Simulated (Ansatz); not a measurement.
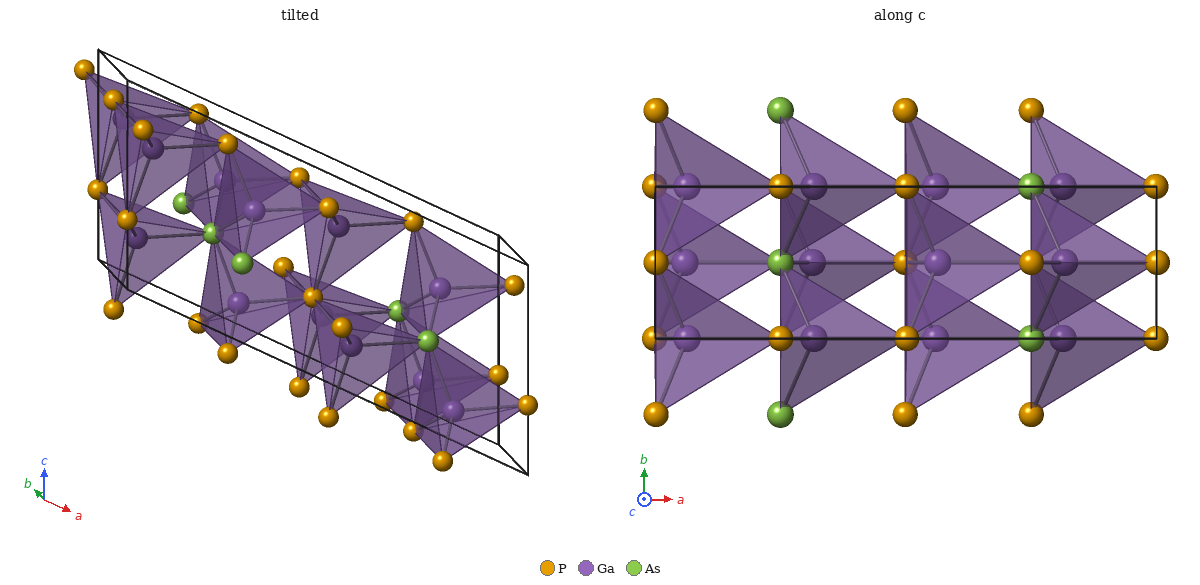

This polyhedral model is shown slightly off an axis and along the c axis. Lines trace the edges of the conventional unit cell. A few atoms beyond the faces are included.

Ga₄AsP₃, space group Cm (No. 8), a = 14.45 Å, b = 3.88 Å, c = 6.72 Å, α = 90.00°, β = 117.68°, γ = 90.00°.

Results below were computed with DFT, PBE, plane waves, PAW (Ansatz); the settings were plane-wave cutoff 420 eV, k-points about 0.26 Å⁻¹ apart, Fermi-Dirac smearing of 0.02 eV, no spin polarisation.

**Metal or not?**

A semiconductor at this level, with a gap of 1.14 eV, direct.

**What pressure does the calculation give for this cell?**

The computed pressure is 2.5 GPa (compressed: it would expand).

The initial geometry was a structure type filled with these elements by a generator (whether the compound takes this form wasn't checked). Earlier steps of the study, as a rule a relaxation of our own, may have changed the cell and positions, so they can lie some per cent off the listed ones. It was run through Ansatz as a DFT input.
